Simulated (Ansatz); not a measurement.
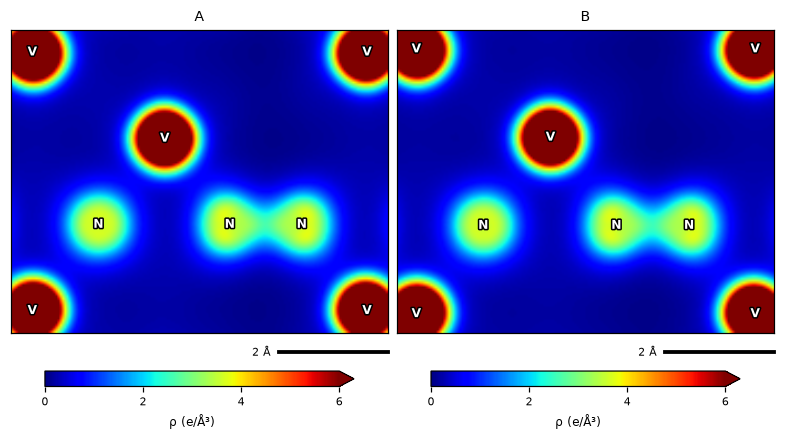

V2N3. The valence electron density of two cells that differ in size and shape, on the (110) plane of each (indices in the axes of the calculation cell), at one length scale and on one colour scale: B has 8.5 Å³ an atom and A 8.0.

The calculation used Ansatz 0.2.0, DFT PBEsol, scalar-relativistic, plane waves, PAW.

What does the compression do to the bonding and the properties?

From the larger cell to the smaller, V–N goes from 2.03 to 1.99 Å, and the density at its midpoint from 0.67 to 0.73 e/Å³; N–N goes from 1.34 to 1.32 Å; the pressure goes from −9 to 10 GPa.
